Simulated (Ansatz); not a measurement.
# Geometry relaxation of C (part 2 of 2)

The same run, continued: C (slab, 8 atoms in the cell); DFT PBEsol, scalar-relativistic, plane waves, PAW, no spin polarisation (Ansatz 0.2.0); cutoff 420 eV, 12×8×1 k-mesh, Gaussian smearing of 0.05 eV. The structure derives from an entry of the Crystallography Open Database. The input holds or restrains some coordinates. Forces given for the steps count only the free coordinates. It belongs to a series of runs on one base structure; here: clean slab, lower half held.

Geometry of the input (Å; fractional positions):
```
2.4589  0.0000  0.0000
-1.2295  3.6674  0.0000
0.0000  0.0000  23.9639
C  0.7968  0.5936  0.3547
C  0.3156  0.6312  0.3838
C  0.3530  0.7060  0.4419
C  0.8718  0.7436  0.4709
C  0.9092  0.8183  0.5291
C  0.4280  0.8560  0.5581
C  0.4654  0.9307  0.6162
C  0.9842  0.9683  0.6453
```

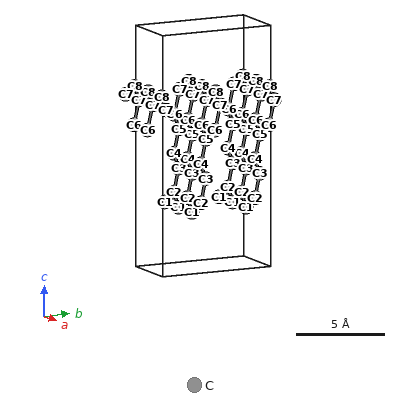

Fig. 1: The geometry at step 3 of the log (ball-and-stick view of the 2 × 2 repeat of the cell, with the vacuum cut short, seen slightly off an axis; neighbours outside the cell are drawn fainter; atoms are numbered from 1 in the order of the input).

### Output, continued
```
SCF iter   1: F=—  HF=-1966.652263 eV  |F-HF|=—  |Δ(HF+E_count)|=         —  Δρ=1.47e-3  dr2=3.24e-3  ethr=1.07e-4  p=0.027 e·Å  D=2.30e-2 V/Å  ΔV_dip=-0.55 eV  dr2_dipole=6.34e-5  V_vac-E_F(+/−)=6.20/6.75 eV  ⟨swp⟩=2.0  Hψ=2874  notcnv=0  defer=137
efield: sawtooth ramp at fractional position 0.9800 (handed on by an earlier solve), width 0.0400; the density the first Hamiltonian is built on has a dipole p = 0.027 e·Å; the dipole correction subtracts the counter field D = 2.30e-2 V/Å, which shifts the + side's vacuum level by -0.55 eV against the − side's; the planar-averaged density in the ramp window peaks in size at 2.1e-7 e/Å³
preconditioner: auto → LDOS  [metal: Δε(μ)=0.034 eV  Ē_g=13.680 eV  σ=0.050 eV  W_gap=0.37  n_scr=28 (ndim 8)  ℏωp=14.3 eV  f_vac=0.587  D(μ)=5.32/eV (n_scr^D=34)  β→1.0]
SCF iter   2: F=—  HF=-1966.651874 eV  |F-HF|=—  |Δ(HF+E_count)|=   3.88e-4  Δρ=1.02e-3  dr2=2.14e-3  ethr=1.01e-5  p=0.027 e·Å  D=2.27e-2 V/Å  ΔV_dip=-0.54 eV  dr2_dipole=1.15e-5  V_vac-E_F(+/−)=6.21/6.75 eV  ⟨swp⟩=2.0  Hψ=2386  notcnv=0  defer=137
SCF iter   3: F=—  HF=-1966.651271 eV  |F-HF|=—  |Δ(HF+E_count)|=   6.04e-4  Δρ=1.45e-4  dr2=4.59e-5  ethr=6.68e-6  p=0.027 e·Å  D=2.27e-2 V/Å  ΔV_dip=-0.54 eV  dr2_dipole=1.37e-5  V_vac-E_F(+/−)=6.20/6.75 eV  ⟨swp⟩=2.2  Hψ=1753  notcnv=0  defer=137
SCF iter   4: F=—  HF=-1966.651259 eV  |F-HF|=—  |Δ(HF+E_count)|=   1.14e-5  Δρ=3.84e-5  dr2=5.75e-6  ethr=1.43e-7  p=0.027 e·Å  D=2.26e-2 V/Å  ΔV_dip=-0.54 eV  dr2_dipole=2.11e-6  V_vac-E_F(+/−)=6.21/6.75 eV  ⟨swp⟩=2.3  Hψ=1769  notcnv=0  defer=137
SCF iter   5: F=—  HF=-1966.651260 eV  |F-HF|=—  |Δ(HF+E_count)|=   9.51e-7  Δρ=1.91e-5  dr2=1.19e-6  ethr=1.80e-8  p=0.027 e·Å  D=2.26e-2 V/Å  ΔV_dip=-0.54 eV  dr2_dipole=2.16e-7  V_vac-E_F(+/−)=6.21/6.75 eV  ⟨swp⟩=1.1  Hψ=1105  notcnv=0  defer=137
SCF iter   6: F=—  HF=-1966.651261 eV  |F-HF|=—  |Δ(HF+E_count)|=   6.35e-7  Δρ=1.13e-5  dr2=7.74e-7  ethr=3.72e-9  p=0.027 e·Å  D=2.25e-2 V/Å  ΔV_dip=-0.54 eV  dr2_dipole=3.47e-7  V_vac-E_F(+/−)=6.21/6.75 eV  ⟨swp⟩=1.8  Hψ=1232  notcnv=0  defer=137
SCF iter   7: F=-1966.651261 eV  HF=-1966.651261 eV  |F-HF|=4.18e-8  |Δ(HF+E_count)|=   2.04e-7  Δρ=3.33e-6  dr2=5.61e-8  ethr=3.13e-10  p=0.027 e·Å  D=2.25e-2 V/Å  ΔV_dip=-0.54 eV  dr2_dipole=2.24e-8  V_vac-E_F(+/−)=6.21/6.75 eV  ⟨swp⟩=16.4  Hψ=10022  notcnv=0
SCF 5 converged in 7 iterations: F = -1966.651261 eV  dr2 = 5.61e-8
relax step   5: F+E_penalty+E_count = -1966.65126125 eV  Δ(F+E_penalty+E_count) = -3.894e-4 eV  max|allowed force component| = 5.263e-3 eV/Å  Δτ_max = 0.0097 Å  (7 SCF iters, accepted)
```

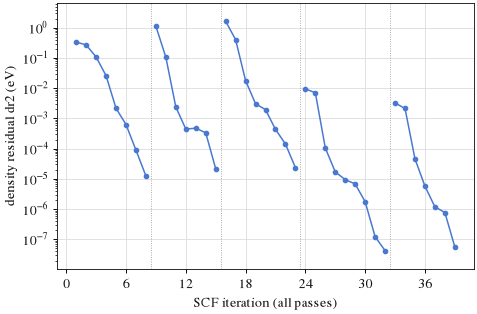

Fig. 2: Convergence of the self-consistent field: density residual dr2 against the SCF iteration. The dotted lines part the SCF passes of the relaxation: geometry steps, rejected trials and re-solves on a re-selected basis. The 5 passes take 7 to 9 iterations each, 39 in all.

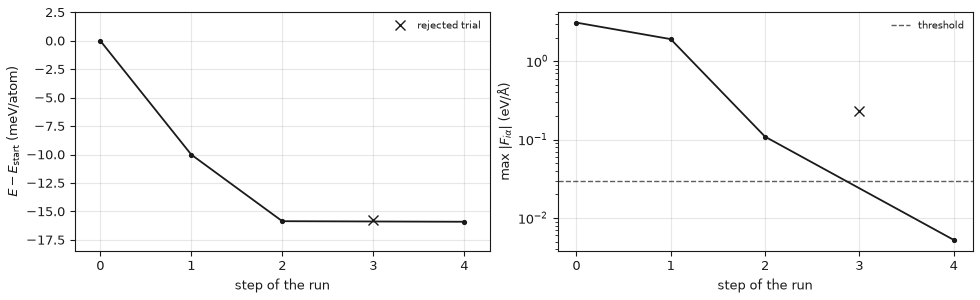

Fig. 3: Progress of the restrained relaxation, step by step (the first geometry is step 0 here and step 1 in the log).

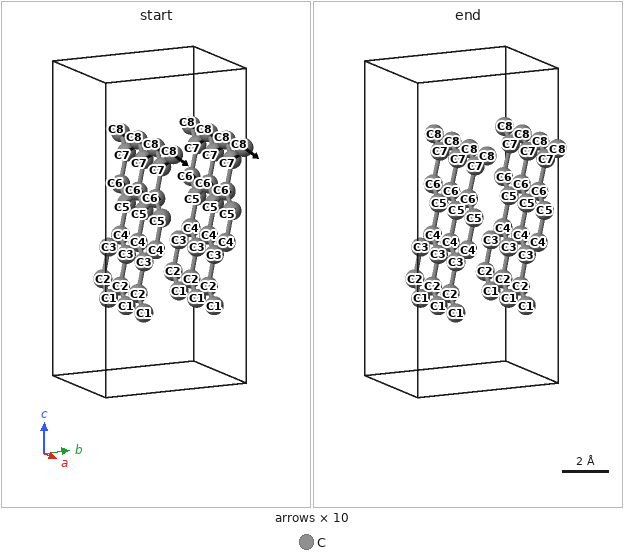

Fig. 4: Before (left) and after (right) the restrained relaxation, at one scale (ball-and-stick view of the 3 × 2 repeat of the cell, with the vacuum cut short, seen slightly off an axis). The black arrows give the displacements, magnified 10 times. The energy falls by 15.9 meV per atom in 4 geometry steps. The largest force component goes from 3.1 to 0.0053 eV/Å. The line search rejected the trial step at point 3 (counted from 0) and went back. C8 moves most: 0.089 Å. The cell stays as it was. Among the contacts that change: C6–C7 1.420 → 1.471 Å, C7–C8 1.420 → 1.377 Å, C4–C5 1.420 → 1.433 Å, C5–C6 1.420 → 1.413 Å. Among the angles that change: C8–C7–C8 120.0° → 126.5°, C6–C7–C8 120.0° → 116.8°. (Atoms are counted from 1 in the order of the input.)

```
WARN: The output density's exchange-correlation potential varies sharply where the density is thin. Do not read a vacuum level from v_tot or v_xc, or from such a field of the output density. On a cell that repeats whose density bears no net charge and no dipole along the vacuum's axis use v_es (v_loc + v_h of the components); under efield.dipole_correction with no amplitude use v_es + v_field, which holds any external_charges[].barrier, or the levels of the report's work_function block, which leave it out; under a non-zero efield.amplitude the vacuum is tilted and has no level; on a cell that repeats and bears such a dipole with no correction it is tilted too, and efield.dipole_correction with no amplitude gives each side of its ramp a level where efield: is served; in a cell that repeats whose density bears a net charge (total_charge, or a fill off its count) it is curved and has none; of a slab under crystal.periodic whose density bears no net charge use v_es, which has a level on each side, short of where the two are joined; of another it falls or rises all the way out and has none; of a slab beside external_charges read slab_vacuum_level instead, which it has where they leave it neutral. The grid or the basis barely resolves most such structure, and the values can differ between equally converged runs; as a rule a tighter scf.convergence.dr2_threshold does not remove it. Where the density itself ripples (under the LDA too) a higher basis.ecutwfc lessens it. The files hold the spikes' plane waves up to the density's cutoff. Files: v_tot_of_output_density and the like, and their columns of v_z.tsv (output.write_potential); v_xc_of_output_density and the like, and their columns of v_comp_z.tsv (output.write_potential_components). Measured: with its Gaussian average of σ = 0.25 Å subtracted twice, the exchange-correlation potential is over 0.1 eV at 26 of the grid points where the equally averaged density (valence and model cores) is under 1e-3 e/Å³, and 0.172 eV at the most among them, at an averaged density of 1.5e-7 e/Å³. The input density's (outcome.potential() and, of a run that writes arrays, v_tot and v_xc) is over 0.1 eV, so measured, at 388 points of its own thin density, 0.189 eV at the most. See output.write_potential in the manual, Limitations
SCF converged after 7 iterations
Free energy (F): -1966.651261 eV
Harris-Foulkes:  -1966.651261 eV  (|F-HF|=4.18e-8)
Internal energy: -1966.644622 eV  (E = F + TS)
E sigma→0 (E₀):  -1966.647942 eV
Entropy (-TS):   -0.006639 eV (-0.830 meV/atom)
Fermi energy:    -2.147790 eV
Dipole field:    D = 0.022296 V/Å  (p = 0.026628 e·Å, saw-weighted, corrected)
Work function:   Φ+ = 6.2103 eV   Φ− = 6.7446 eV
Levels:          The Fermi level and band energies are counted from a zero that moves with the ramp; work functions are not
--- Per-component energies (eV) ---
  E_band       = -337.318859
  E_kinetic    = 714.341463
  E_local      = -18878.866010  (includes V_loc(G=0)·N_el)
  E_nonlocal   = 220.758832
  E_hartree    = 9063.484671
  E_xc         = -376.042535
  E_vxc        = -466.860842  (∫ρ·V_xc dr)
  E_paw        = -762.349463  (= ΣΔE_a)
  E_vpaw       = -53.657426  (= ΣTr[D̂ρ^β])
  E_aug_tail   = 0.000063  (compensation charges beyond the density's cutoff)
  E_efield     = 0.000297  (sawtooth field / dipole correction)
  E_vefield    = 0.001566  (∫n·V_field dr)
  E_ewald      = 8051.859257
  E_core_change = 0.168804  (= ΣΔE_core)
  E_smearing   = -0.006639  (= −TS)
  E_closure    = 0.000000  (closes the sum)
  Σ components = -1966.651261   (vs F -1966.651261, Δ=0.00e0)
--- Forces (eV/Å), atoms counted from 1 ---
  atom   1  C     -0.00000679     0.36572575     1.94471229
  atom   2  C     -0.00000118    -0.57735214    -2.96809594
  atom   3  C      0.00003174     0.21976542     1.24001067
  atom   4  C     -0.00002384    -0.01473479    -0.21760321
  atom   5  C     -0.00000392     0.00209205    -0.00037831
  atom   6  C      0.00000087    -0.00155896     0.00490872
  atom   7  C      0.00001485     0.00526337    -0.00280917
  atom   8  C     -0.00001279     0.00075576    -0.00059161
  max |Σ_I F_I| component: 1.53e-4 eV/Å
--- Band table (eV; the first three rows and the last of 50) ---
  k-point 0: bands = ["-21.3556", "-20.3007", "-18.6938", "-16.7835", "-13.3308", "-10.3101", "-8.6643", "-8.3562", "-7.6102", "-7.5255", "-7.1655", "-6.4592", "-6.1544", "-5.3310", "-4.7357", "-2.3278", "-1.9581", "1.2223", "2.0535", "3.3663", "3.8166", "3.8795", "4.3320", "4.7057"]
  k-point 1: bands = ["-21.3318", "-20.2798", "-18.6769", "-16.7709", "-13.3237", "-10.3053", "-8.9022", "-8.3599", "-7.8081", "-7.5286", "-7.1645", "-6.4616", "-6.2987", "-5.3327", "-4.8276", "-2.2862", "-1.9171", "1.1851", "2.5523", "3.6748", "3.8942", "4.0971", "4.5066", "4.8679"]
  k-point 2: bands = ["-21.2730", "-20.2286", "-18.6358", "-16.7405", "-13.3071", "-10.2943", "-9.4053", "-8.3687", "-8.2474", "-7.5360", "-7.1613", "-6.6408", "-6.4669", "-5.3369", "-5.0617", "-2.1923", "-1.8251", "1.0352", "3.6161", "3.9032", "4.4176", "4.9016", "5.1564", "5.4281"]
  k-point 49: bands = ["-17.0100", "-17.0007", "-16.3472", "-15.5903", "-14.4551", "-14.4475", "-12.9805", "-12.9038", "-9.9229", "-9.6490", "-8.8007", "-4.7208", "-4.5763", "-4.2642", "-2.6699", "-2.4291", "-1.7938", "-1.3056", "-0.2166", "0.2903", "0.6698", "6.0865", "7.1766", "8.1801"]
--- Relaxed structure (5 steps of the walk, 4 accepted, 0 SCFs on fresh bases) ---
  F+E_penalty+E_count = -1966.65126125 eV   max|allowed force component| = 5.263e-3 eV/Å
  atoms:
    - { symbol: C, position: [0.7967867866, 0.5935735732, 0.3546997882] }
    - { symbol: C, position: [0.315595284, 0.631190568, 0.3837555834] }
    - { symbol: C, position: [0.3529778219, 0.7059556438, 0.44188133100000004] }
    - { symbol: C, position: [0.8717863193, 0.7435726386, 0.47093712620000006] }
    - { symbol: C, position: [0.911459007573572, 0.8229166510487292, 0.5294957373831038] }
    - { symbol: C, position: [0.43147312923896297, 0.862945374861192, 0.5578911249761241] }
    - { symbol: C, position: [0.4746413785836401, 0.9492811675227575, 0.6178463511156691] }
    - { symbol: C, position: [0.9937936716442466, 0.987585572953579, 0.6430381371922487] }
```

### Trajectory as extended XYZ (Å, eV, eV/Å), 5 frames, from step=1 to step=5
```
8
Lattice="2.4589 0.0000 0.0000 -1.2295 3.6674 0.0000 0.0000 0.0000 23.9639" Properties=species:S:1:pos:R:3:forces:R:3 step=1 energy=-1966.52400
C     1.2295    2.1769    8.5000    0.0000   0.3961   2.0747
C     0.0000    2.3149    9.1963    0.0000  -0.6000  -3.1028
C     0.0000    2.5891   10.5892    0.0001   0.2299   1.1932
C     1.2295    2.7270   11.2855   -0.0001  -0.1012  -0.5181
C     1.2295    3.0012   12.6784    0.0001   0.1012   0.5181
C     0.0000    3.1392   13.3747   -0.0001  -0.2298  -1.1932
C     0.0000    3.4134   14.7676    0.0000   0.6007   3.1035
C     1.2295    3.5513   15.4639    0.0000  -0.3982  -2.0756
8
Lattice="2.4589 0.0000 0.0000 -1.2295 3.6674 0.0000 0.0000 0.0000 23.9639" Properties=species:S:1:pos:R:3:forces:R:3 step=2 energy=-1966.60406
C     1.2295    2.1769    8.5000    0.0000   0.3905   2.0721
C     0.0000    2.3149    9.1963    0.0000  -0.6026  -3.1147
C     0.0000    2.5891   10.5892    0.0000   0.2403   1.2458
C     1.2295    2.7270   11.2855    0.0000  -0.0737  -0.3927
C     1.2295    3.0042   12.6838    0.0000   0.0785   0.3844
C     0.0000    3.1430   13.3768    0.0000  -0.1756  -0.8435
C     0.0000    3.4235   14.7868    0.0000   0.3928   1.9114
C     1.2295    3.5589   15.4466    0.0000  -0.2486  -1.2629
8
Lattice="2.4589 0.0000 0.0000 -1.2295 3.6674 0.0000 0.0000 0.0000 23.9639" Properties=species:S:1:pos:R:3:forces:R:3 step=3 energy=-1966.65087
C     1.2295    2.1769    8.5000    0.0000   0.3657   1.9443
C     0.0000    2.3149    9.1963    0.0000  -0.5790  -2.9733
C     0.0000    2.5891   10.5892    0.0000   0.2173   1.2267
C     1.2295    2.7270   11.2855    0.0000  -0.0311  -0.3183
C     1.2295    3.0174   12.6858    0.0002   0.0067   0.0784
C     0.0000    3.1624   13.3657   -0.0002   0.0339   0.1090
C     0.0000    3.4767   14.8052   -0.0001  -0.0233  -0.0301
C     1.2295    3.6123   15.4108    0.0000   0.0110  -0.0380
8
Lattice="2.4589 0.0000 0.0000 -1.2295 3.6674 0.0000 0.0000 0.0000 23.9639" Properties=species:S:1:pos:R:3:forces:R:3 step=4 energy=-1966.65023 accepted=F
C     1.2295    2.1769    8.5000    0.0000   0.3658   1.9442
C     0.0000    2.3149    9.1963    0.0000  -0.5795  -2.9717
C     0.0000    2.5891   10.5892    0.0000   0.2241   1.2796
C     1.2295    2.7270   11.2855   -0.0001   0.0355  -0.0141
C     1.2295    3.0220   12.6948   -0.0002  -0.0464  -0.2315
C     0.0000    3.1707   13.3748    0.0002  -0.0331  -0.1259
C     0.0000    3.4903   14.8073    0.0001   0.0172   0.0496
C     1.2294    3.6323   15.4089    0.0000   0.0164   0.0698
8
Lattice="2.4589 0.0000 0.0000 -1.2295 3.6674 0.0000 0.0000 0.0000 23.9639" Properties=species:S:1:pos:R:3:forces:R:3 step=5 energy=-1966.65126
C     1.2295    2.1769    8.5000    0.0000   0.3657   1.9447
C     0.0000    2.3149    9.1963    0.0000  -0.5774  -2.9681
C     0.0000    2.5891   10.5892    0.0000   0.2198   1.2400
C     1.2295    2.7270   11.2855    0.0000  -0.0147  -0.2176
C     1.2295    3.0180   12.6888    0.0000   0.0021  -0.0004
C     0.0000    3.1648   13.3693    0.0000  -0.0016   0.0049
C     0.0000    3.4814   14.8060    0.0000   0.0053  -0.0028
C     1.2295    3.6219   15.4097    0.0000   0.0008  -0.0006
```

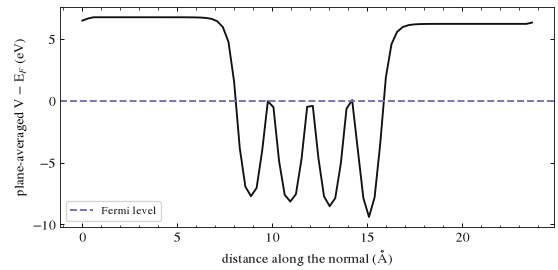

Fig. 5: Plane average of the electrostatic potential energy of an electron across the cell, from the Fermi level. The vacuum level lies 6.21 eV above the Fermi level on the upper side and 6.74 eV on the lower.

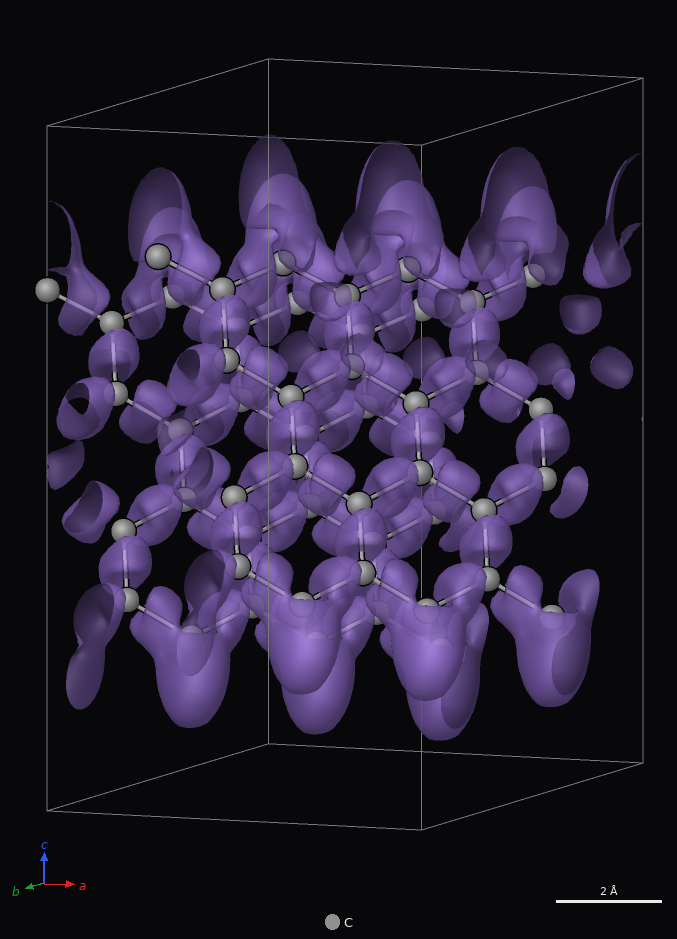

Fig. 6: Isosurface of the electron localisation function at 0.7 (purple), seen at an oblique angle. Only the valence region is drawn (cores and ρ < 0.01 e/Å³ removed). Sticks mark near contacts. The fields are those of the smooth PAW valence density.

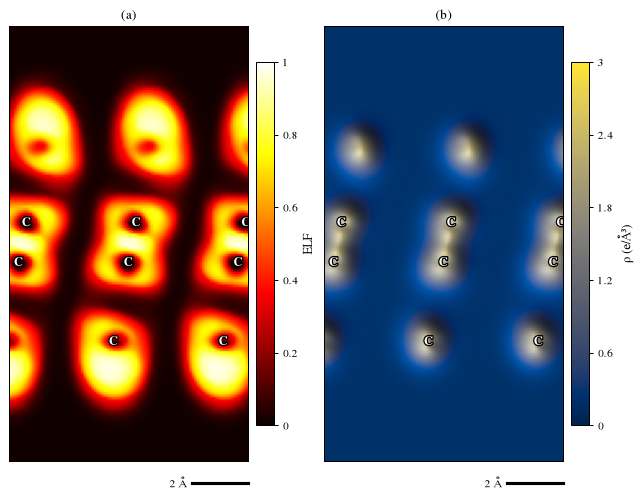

Fig. 7: (a) electron localisation function; (b) valence charge density (pseudo) on the (100) plane of the calculation cell, a cut from vacuum to vacuum. Atoms in the plane: C. C–C (1.43 Å): the density is about 2 e/Å³ at the midpoint; the ELF peaks at about 0.95 between the atoms, which marks localised, shared-pair bonding. The density dies away to nearly zero in the vacuum.
